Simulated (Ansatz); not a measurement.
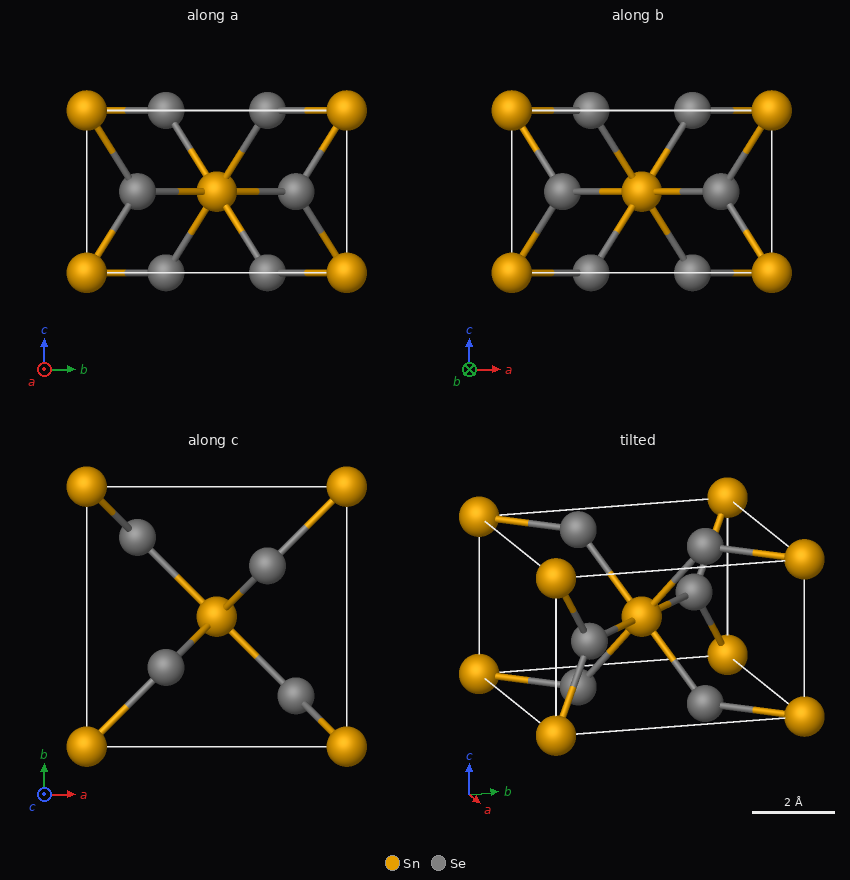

Shown here is a ball-and-stick view of the crystal, taken along the a axis, along the b axis, along the c axis and slightly off an axis. The wireframe shows the conventional unit cell.

Lattice parameters: a = 6.353 Å, b = 6.353 Å, c = 3.966 Å, α = 90.00°, β = 90.00°, γ = 90.00°.

> Put the structure into a table of Wyckoff sites, with free fractional coordinates to two decimals.

Space group P4_2/mnm (No. 136).
| atom | site | x | y | z |
| --- | --- | --- | --- | --- |
| Sn | 2a | 0.00 | 0.00 | 0.00 |
| Se | 4f | 0.30 | 0.30 | 0.00 |

The model was built from a structure type filled with these elements by a generator (whether the compound takes this form wasn't checked). The picture shows the end point of a geometry optimisation with Ansatz, DFT, LDA, plane waves, PAW.
